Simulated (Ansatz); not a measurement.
System: V.

The calculation's input:

```
crystal:
  lattice:
    - [0.0, 2.6313171371, 2.6313171371]
    - [2.6313171371, 0.0, 2.6313171371]
    - [2.6313171371, 2.6313171371, 0.0]
  atoms:
    - { symbol: V, position: [0.125, 0.125, 0.125] }
    - { symbol: V, position: [0.875, 0.875, 0.875] }
hamiltonian:
  xc: blyp
  pseudopotentials:
    kind: paw
    azcp:
      V: "pseudopotentials/V.paw.azcp"
basis:
  ecutwfc: 420
  fft_grid_basis: typed
kpoints:
  mp_grid: { grid: [17, 17, 17], shift: [0, 0, 0] }
magnetization:
  spin_polarized: false
scf:
  occupations: { method: fermi_dirac, width: 0.1 }
output:
  stress: true
  write_density: true
  write_potential: true
  elf: true
  volumetric_format: npy
```

Below, planes, directions and counts refer to the conventional cell (a = 5.26 Å, b = 5.26 Å, c = 5.26 Å, α = 90.00°, β = 90.00°, γ = 90.00°).

Space group Fd-3m; set up as V, diamond; a generated structure, not necessarily the stable one; changed on purpose from its base cell (volume × 0.92); computed pressure about 5 GPa in this cell; computed without spin polarisation.

Theory: Ansatz, DFT, BLYP, plane waves (420 eV) with PAW, scalar-relativistic.

**What will maps of the valence pseudo-density and electron localisation function show?**

V–V (2.28 Å): the density is about 0.5 e/Å³ at the midpoint; the ELF is about 0.25 at the midpoint: no shared electron pair shows on this line.

**Metal or insulator at this level of theory?**

It is metallic or semimetallic at this level of theory: no gap opens.

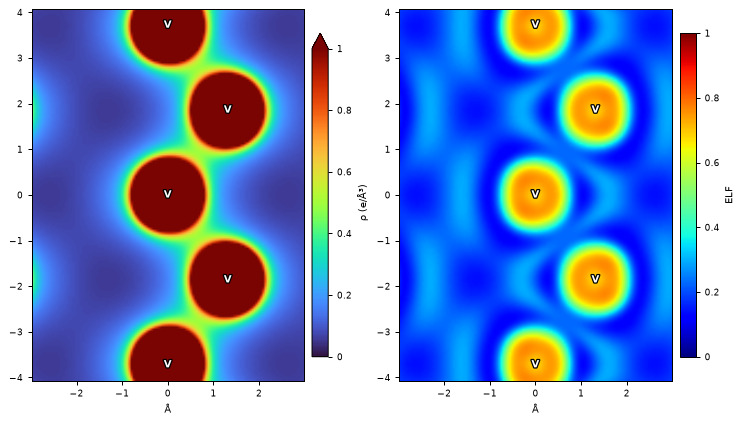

Computed valence pseudo-density and electron localisation function on the (110) plane of the conventional cell, in this order. 

The density is the valence pseudo-density of a PAW calculation; it isn't the true density close to the nuclei.
